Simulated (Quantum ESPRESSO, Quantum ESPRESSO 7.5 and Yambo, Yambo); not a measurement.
# As (buckled honeycomb monolayer): G0W0 on several meshes in Yambo

Aim: the GW shift of As (buckled honeycomb monolayer) against the k mesh.

Method: PBE and many-body steps on it, plane waves, in Quantum ESPRESSO 7.5 and Yambo 5.3.0.

## Step 1: Set-up

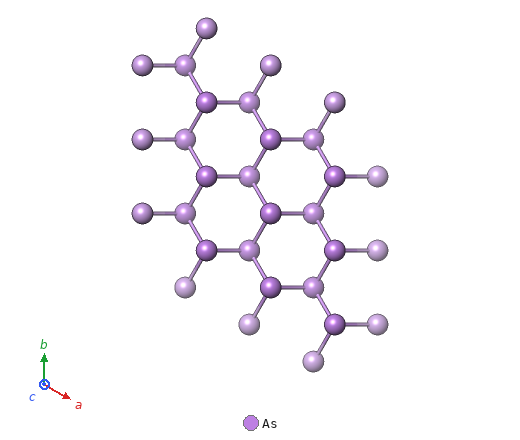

Start, viewed from above; arsenic purple. 3×3×1 cells are drawn. Some periodic images of atoms are drawn too.

The cell holds 2 atoms: 2 As. Cell: a = 3.611 Å, b = 3.611 Å, c = 14.000 Å, α = 90.0°, β = 90.0°, γ = 120.0°. Vacuum lies along c.

The structure was relaxed with PBE. The runs that relaxed it are not among those shown.

## Step 2: Empty states on the mesh, 6×6×1 mesh, 225 bands

This step: Quantum ESPRESSO 7.5; DFT, PBE, plane waves, norm-conserving pseudopotentials.

The sums over transitions need many empty states on a uniform mesh; this step solves for them.

Contents of pw.in:

```
&control
  calculation = 'nscf'
  prefix = 'x'
  outdir = 'o'
  pseudo_dir = 'pseudo'
/
&system
  ibrav = 0
  nat = 2
  ntyp = 1
  ecutwfc = 76.0
  nbnd = 225
  force_symmorphic = .true.
/
&electrons
  conv_thr = 1e-9
  electron_maxstep = 80
  diago_full_acc = .true.
  diago_thr_init = 5e-6
/
ATOMIC_SPECIES
  As 74.922 As.upf
CELL_PARAMETERS angstrom
  3.6113928119 0.0000000000 0.0000000000
  -1.8056964060 3.1275579181 0.0000000000
  0.0000000000 0.0000000000 14.0000000000
ATOMIC_POSITIONS crystal
  As 0.3333333333 0.6666666667 0.4503491445
  As 0.6666666667 0.3333333333 0.5496508555
K_POINTS automatic
  6 6 1 0 0 0
```

On the command line:

```sh
$ OMP_NUM_THREADS=1 mpirun -n 4 pw.x -nk 4 -in pw.in > pw.out
```

The program printed:

```text
Program PWSCF v.7.5 starts

     This program is part of the open-source Quantum ESPRESSO suite
     for quantum simulation of materials; please cite
         "P. Giannozzi et al., J. Phys.:Condens. Matter 21 395502 (2009);
         "P. Giannozzi et al., J. Phys.:Condens. Matter 29 465901 (2017);
         "P. Giannozzi et al., J. Chem. Phys. 152 154105 (2020);
     in publications or presentations arising from this work. More details at

     Atomic positions and unit cell read from directory:
     o/x.save/

     Message from routine setup:
[...]
67.8166

          k = 0.0000 0.3849 0.0000 ( 11944 PWs)   bands (ev):

[...]
29.6949  29.9048  29.9395  30.4629  30.6375  31.1528  31.4642  31.5106
     [... 17 further rows ...]
    67.9047  68.0835  68.2906  68.5945  68.7537  68.9222  68.9665  69.2437
    69.3829

          k = 0.0000-0.5774 0.0000 ( 11918 PWs)   bands (ev):

     [... further k-points ...]

     highest occupied, lowest unoccupied level (ev):    -1.1908    0.4471

     XML data file, pseudopotentials, collected wavefunctions

=------------------------------------------------------------------------------=
   JOB DONE.
=------------------------------------------------------------------------------=
```

It took 59 s on 4 MPI ranks of Arm Neoverse V1, shared host; peak memory 1.1 GiB.

Numbers from this step:

- gap: 1.638 eV
- k of the valence top: 0, 0, 0
- k of the conduction bottom: 0, 0.3333, 0
- least direct gap: 1.936 eV
- k points computed: 7
- lowest point of the top converged band, above the valence top: 66.9914 eV

On this mesh the gap is 1.638 eV.

The density comes from a self-consistent run that is not shown.

## Step 3: Conversion and set-up

This step: Yambo 5.3.0; conversion and set-up on PBE, plane waves, norm-conserving pseudopotentials.

The states are converted to the many-body program's format and the q mesh is built.

On the command line:

```sh
$ (cd o/x.save; p2y > p2y.log; mv SAVE ../..); yambo > setup.log
```

The program printed:

```text
 Yambo, version 5.3.0

 [02] CORE Variables Setup
 =========================

  [02.01] Unit cells
  ==================

  Cell kind             :  HCP
  Atoms in the cell     :  As
  number of As atoms    :  2

  List of atomic masses
  Mass of As    :  74.92200

  List of atomic coordinates    : [cc]
  As1       : -0.40422E-09   3.9402       11.915      order 1
  As2       :   3.41227   1.97008  14.54165  order 2

  Alat factors          :   6.82454   5.91023  26.45617 [a.u.]
  Direct lattice volume :   1067.10    [a.u.]
  Direct lattice vectors:  A[ 1 ]  A[ 2 ]  A[ 3 ]
[...]
BZ  Q-points                                      :   36

 K/Q-points units:
 rlu = crystal or reduced units; cc = cartesian coordinates; iku = interal k-units

 Q [1]          [rlu]:  0.000000  0.000000  0.000000
 Q [2]          [rlu]:  0.10868E-16  0.16667       0.0000
 Q [3]          [rlu]:  0.21736E-16  0.33333       0.0000
 Q [4]          [rlu]: -0.32605E-16 -0.50000       0.0000
 Q [5]          [rlu]:  0.166667  0.166667  0.000000
 Q [6]          [rlu]:  0.166667  0.333333  0.000000
 Q [7]          [rlu]:  0.333333  0.333333  0.000000

  [03.01] X indexes
  =================

   [03.01.01] Sigma indexes
   ========================

 [06] Game Over & Game summary
```

Elapsed: 2.3 s, on 1 MPI rank; peak memory 0.25 GiB.

## Step 4: 6×6×1

G0W0 replaces the xc potential by the self-energy, built once from these orbitals. Only a window of levels is corrected, while the sums run over the empty bands that the input names.

This step: G0W0 on PBE, plane waves, norm-conserving pseudopotentials.

Contents of gw2.in:

```
HF_and_locXC
gw0
dyson
ppa
em1d
rim_cut
rim_w
RandQpts= 3000000
RandGvec= 100 RL
CUTGeo= "slab z"
RandGvecW= 9 RL
EXXRLvcs= 76 Ry
VXCRLvcs= 304 Ry
Chimod= "HARTREE"
% BndsRnXp
 1 | 112 |
%
NGsBlkXp= 9.5 Ry
% LongDrXp
 1 | 1 | 0 |
%
% GbndRnge
 1 | 112 |
%
DysSolver= "n"
ExtendOut
PPAPntXp= 27.21138 eV
% QPkrange
 1 | 1 | 14 | 17 |
 3 | 3 | 14 | 17 |
%
```

On the command line:

```sh
$ OMP_NUM_THREADS=1 mpirun -n 4 yambo -F gw2.in -J gw2 -C gw2 > gw2.log
```

The program printed:

```text
 Yambo, version 5.3.0

 [02] CORE Variables Setup
 =========================

  [... cell, symmetries and grids as in the set-up ...]

  [02.05] Energies & Occupations
  ==============================

  [X] === General ===
  [X] Electronic Temperature                        :  0.000000  0.000000 [eV K]
  [X] Bosonic    Temperature                        :  0.000000  0.000000 [eV K]
  [X] Finite Temperature mode                       : no
  [X] El. density                                   :  0.18972E+24 [cm-3]
  [X] Fermi Level                                   : -1.190779 [eV]

  [X] === Gaps and Widths ===
  [X] Conduction Band Min                           :  1.637909 [eV]
  [X] Valence Band Max                              :  0.000000 [eV]
  [X] Filled Bands                                  :  15
  [X] Empty Bands                                   :   16  225
  [X] Direct Gap                                    :  1.935692 [eV]
  [X] Direct Gap localized at k                     :  1
  [X] Indirect Gap                                  :  1.637909 [eV]
  [X] Indirect Gap between kpts                     :  1  3
  [X] Last valence band width                       :  1.955912 [eV]
  [X] 1st conduction band width                     :  1.154846 [eV]

 [03] Transferred momenta grid and indexing
 ==========================================

 IBZ Q-points                                      :   7
 BZ  Q-points                                      :   36

 K/Q-points units:
 rlu = crystal or reduced units; cc = cartesian coordinates; iku = interal k-units

 Q [1]          [rlu]:  0.000000  0.000000  0.000000
 Q [2]          [rlu]:  0.10868E-16  0.16667       0.0000
 Q [3]          [rlu]:  0.21736E-16  0.33333       0.0000
 Q [4]          [rlu]: -0.32605E-16 -0.50000       0.0000
 Q [5]          [rlu]:  0.166667  0.166667  0.000000
 Q [6]          [rlu]:  0.166667  0.333333  0.000000
 Q [7]          [rlu]:  0.333333  0.333333  0.000000

 [04] Coloumb potential Random Integration (RIM)
 ===============================================

 Performing RIM of v_slab

  [04.01] RIM initialization
  ==========================

  * Diagonal components only detected *

  8 x (sBL volume)        :  0.051656 [a.u.]
  sBZ random points       :  3000000
  Points outside the sBZ  :  24000829
  RL volume               :  0.232453 [a.u.]
  Integrated volume       :  0.232445 [a.u.]

  [04.02] RIM integrals
  =====================

  Gamma point sphere radius             :  0.041603 [a.u.]
  Points outside the sphere             :  2398884
  [Int_sBZ(q=0) 1/q^2]*(Vol_sBZ)^(-1/3) =:  7.487273
                                 should be <:  7.795600

  Summary of Coulomb integrals for non-metallic bands |Q|[au] RIM/Bare

  Q [1] 0.100000E-4 0.960449 * Q [2] 0.177184 0.997450
  Q [5] 0.306892 1.024425 * Q [3] 0.354368 1.023516
  Q [6] 0.468785 1.017616 * Q [4] 0.531552 1.014593
  Q [7] 0.613783 1.011288
  Non-periodic chartesian directions : none
  Optical renormalization            :  26.45617 [au]
  Polarizability dimension           : length

 [05] Coloumb potential CutOffslab
 =================================

 Cut directionsZ
 Slab Cutoff:Z
 Symmetry test passed : yes

 [06] Dipoles
 ============

  [06.01] Setup: observables and procedures
  =========================================

 [07] Dynamic Dielectric Matrix (PPA)
 ====================================

 [WR./gw2//ndb.pp]---------------------------------------------------------------
  Brillouin Zone Q/K grids (IBZ/BZ)                :    7   36    7   36
  RL vectors                                       :  14617 [WF]
  Coulomb cutoff potential                         : slab z
  Electronic Temperature                           :  0.000000 [K]
  Bosonic    Temperature                           :  0.000000 [K]
  PPA    diel. fun.  energies                      : Perdew, Burke & Ernzerhof(X)+Perdew, Burke & Ernzerhof(C)
  wavefunctions                                    : Perdew, Burke & Ernzerhof(X)+Perdew, Burke & Ernzerhof(C)
[...]
X poles                                          :  100.0000 [o/o]
  RL vectors in the sum                            :  14617
  [r,Vnl] included                                 : yes
  Field direction                                  :  0.707107E-5  0.707107E-5   0.00000
  BZ energy Double Grid                            : no
  BZ energy DbGd points                            : 0
  BZ Q point size factor                           : -1.000000
  X Optical Averaged directions                    : none

 [08] Local Exchange-Correlation + Non-Local Fock
 ================================================

 [VXC] Plane waves :   95457
 [EXS] Plane waves :  12073

 QP @ state[ 1 ] K range:  1  1
 QP @ state[ 1 ] b range:  14  17
 QP @ state[ 2 ] K range:  3  3
 QP @ state[ 2 ] b range:  14  17

 [xc] Functional : Perdew, Burke & Ernzerhof(X)+Perdew, Burke & Ernzerhof(C)
 [xc] LIBXC used to calculate xc functional
  PP Number of Atomic Species                      :  1
  NLCC RL compoments                               :   95457
  PP Number of Atomic Species                      :  1
  NLCC RL compoments                               :   95457

 [xc] E_xc :  -21.87158 [Ha]
      E_xc :  -43.74316 [Ry]

  Local XC kind (lXC) : Perdew, Burke & Ernzerhof(X)+Perdew, Burke & Ernzerhof(C)
  Non-Local XC kind (nlXC) : Hartree-Fock

  Corrections @ K [1] :  [eV]
 <14|nlXC|14> = -15.51940  0.15273E-16 <14|lXC|14> = -13.27479  0.37763E-15
 <15|nlXC|15> = -15.51942 -0.67393E-19 <15|lXC|15> = -13.27479  0.47204E-16
 <16|nlXC|16> = -8.987752  0.27266E-17 <16|lXC|16> = -12.19209  0.18882E-15
 <17|nlXC|17> = -9.078108  0.65884E-18 <17|lXC|17> = -12.53426  0.000000

  Corrections @ K [3] :  [eV]
 <14|nlXC|14> = -15.53026 -0.75883E-18 <14|lXC|14> = -12.67475  0.28323E-15
 <15|nlXC|15> = -14.72921  0.11610E-17 <15|lXC|15> = -11.95550  0.000000
 <16|nlXC|16> = -7.644538 -0.11310E-17 <16|lXC|16> = -10.51954  0.14161E-15
 <17|nlXC|17> = -6.598290  0.19190E-17 <17|lXC|17> = -10.33825 -0.94408E-16

 [09] Dyson equation: Newton solver
 ==================================

  [09.01] RIM-W interpolation
  ===========================

  [WARNING] RIM-W works only for 2D semiconductors with slab cutoff
  Found compatible q grid: 2D
  q_min[ 1 ]:  0.16667      0.11217E-11   0.0000     [rlu]
   0.166667  0.083333  0.000000 [iku]
  q_min[ 2 ]:  0.10868E-16  0.16667       0.0000     [rlu]
   0.10868E-16  0.16667       0.0000     [iku]
  G-vectors :   9
  G-vectors loaded:   63
  Number of interpolated frequencies:  2

  Evaluating coefficients q = 0
  Evaluating coefficients q = 0

  [09.02] RIM-W integrals
  =======================

  8 x (sBL volume)        :  0.051656 [a.u.]
  sBZ random points       :  3000000
  Points outside the sBZ  :  24000829
  RL volume               :  0.232453 [a.u.]
  Integrated volume       :  0.232445 [a.u.]

  [09.03] RIM integrals
  =====================

  Comparison between head Wc = W - v averages: < Wc > [au] RIM-W/RIM

   < -Wc [Q = 1] > 0.364971E-1 0.486814E-4 * < -Wc [Q = 2] > 0.005330 0.005141
   < -Wc [Q = 3] > 0.976153E-3 0.954984E-3 * < -Wc [Q = 4] > 0.326171E-3 0.322316E-3
   < -Wc [Q = 5] > 0.001432 0.001398 * < -Wc [Q = 6] > 0.469397E-3 0.464413E-3
   < -Wc [Q = 7] > 0.218551E-3 0.217087E-3

  Comparison between head Wc = W - v averages: < Wc > [au] RIM-W/RIM

   < -Wc [G = 1,G`=0] > 0.364971E-1 0.486814E-4 * < -Wc [G = 2,G`=0] >-0.002024 0.000000
   < -Wc [G = 3,G`=0] >-0.002024 0.000000 * < -Wc [G = 4,G`=0] > 0.704476E-4  0.00000
   < -Wc [G = 5,G`=0] > 0.704684E-4  0.00000 * < -Wc [G = 6,G`=0] > 0.517230E-4  0.00000
   < -Wc [G = 7,G`=0] > 0.516969E-4  0.00000 * < -Wc [G = 8,G`=0] >-0.169400E-4  0.00000
   < -Wc [G = 9,G`=0] >-0.169378E-4  0.00000

 [10] G0W0 (W PPA)
 =================

 [  GW  ] Bands range     :    1  112
 [GW/PPA] G damping       :  0.100000 [eV]

 QP @ state[ 1 ] K range:  1  1
 QP @ state[ 1 ] b range:  14  17
 QP @ state[ 2 ] K range:  3  3
 QP @ state[ 2 ] b range:  14  17

  Sc/G bands                                       :    1  112
  Sc/G damping                                     :  0.100000 ev
  Sc bands terminator                              : no
  Sx RL components                                 :  12073

  QP @ state[ 1 ] K range                          :  1  1
  QP @ state[ 1 ] b range                          :  14  17
  QP @ state[ 2 ] K range                          :  3  3
  QP @ state[ 2 ] b range                          :  14  17
  GF energies kind                                 : Perdew, Burke & Ernzerhof(X)+Perdew, Burke & Ernzerhof(C)
  GF WF`s kind                                     : Perdew, Burke & Ernzerhof(X)+Perdew, Burke & Ernzerhof(C)
  Xs energies kind                                 : Perdew, Burke & Ernzerhof(X)+Perdew, Burke & Ernzerhof(C)
  Xs WF`s kind                                     : Perdew, Burke & Ernzerhof(X)+Perdew, Burke & Ernzerhof(C)

 [14] Game Over & Game summary
```

It took 4.6 min on 4 MPI ranks; peak memory 2.3 GiB; 18 min of CPU time.

Numbers from this step:

- G0W0 gap on the points computed: 2.850 eV
- starting gap on the mesh: 1.638 eV
- k of the valence top: 0, 0, 0
- k of the conduction bottom: 0, 0.3333, 0
- least direct G0W0 gap on the computed points: 3.236 eV
- Z at the valence top: 0.7382
- Z at the conduction bottom: 0.7454

The gap on the mesh goes from 1.64 eV to 2.85 eV, a correction of +1.21 eV.

## Step 5: Empty states on the mesh, 3×3×1 mesh, 112 bands

This step: Quantum ESPRESSO 7.5; DFT, PBE, plane waves, norm-conserving pseudopotentials.

Edit pw.in of step 2 so:

```diff
@@ -11,3 +11,3 @@
   ecutwfc = 76.0
-  nbnd = 225
+  nbnd = 112
   force_symmorphic = .true.
@@ -30,2 +30,2 @@
 K_POINTS automatic
-  6 6 1 0 0 0
+  3 3 1 0 0 0
```

On the command line:

```sh
$ OMP_NUM_THREADS=1 mpirun -n 4 pw.x -nk 4 -in pw.in > pw.out
```

The program printed:

```text
[banner, memory and clock lines left out]
Program PWSCF v.7.5 starts

     Atomic positions and unit cell read from directory:
     o/x.save/

     Message from routine setup:
     using ibrav=0 with symmetry is DISCOURAGED, use correct ibrav instead

     Message from routine divide_et_impera:
     suboptimal parallelization: some nodes have no k-points

     G-vector sticks info

     bravais-lattice index     =            0
     lattice parameter (alat)  =       6.8245  a.u.
     unit-cell volume          =    1067.0990 (a.u.)^3
     number of atoms/cell      =            2
[...]
-36.2183 -36.2183 -14.6245  -8.3377  -1.7059  -1.1908  -1.1908   0.7449
     2.3021   2.3021   3.8047   3.8602   5.7462   7.0097   8.0039   8.9776
[...]
k = 0.0000 0.3849 0.0000 ( 11944 PWs)   bands (ev):

[...]
k = 0.3333 0.5774 0.0000 ( 11952 PWs)   bands (ev):

[...]
38.6184  38.6492  38.9952  38.9952  39.3691  39.4382  39.4382  39.7578
    39.9082  39.9082  39.9088  40.0635  40.0635  40.1553  40.1979  40.1980

     highest occupied, lowest unoccupied level (ev):    -1.1908    0.4471

     XML data file, pseudopotentials, collected wavefunctions
```

Run time: 13 s. Hardware: 4 MPI ranks; peak memory 0.61 GiB; 51 s of CPU time.

This step gave:

| Item | Value |
| --- | --- |
| gap | 1.638 eV |
| k of the valence top | 0, 0, 0 |
| k of the conduction bottom | 0, 0.3333, 0 |
| least direct gap | 1.936 eV |
| k points computed | 3 |
| lowest point of the top converged band, above the valence top | 41.39 eV |

On this mesh the gap is 1.638 eV.

(Part 1 of 2 ends here.)

[Paths, hosts, dates, memory and timing lines, banners, echoed tables and standing remarks are left out of the program output.]

[Logs are printed without paths, hosts, clocks, repeated set-up lines and the standing remarks that a program may print on its own settings, such as how far it seeks lower states.]

[Runs of the session that timed out or met a known fault of the program may be left out.]

[Hosts, paths, dates, database ids (printed as entryN), source tags and the programs' standing remarks are cut or masked in the printed files.]
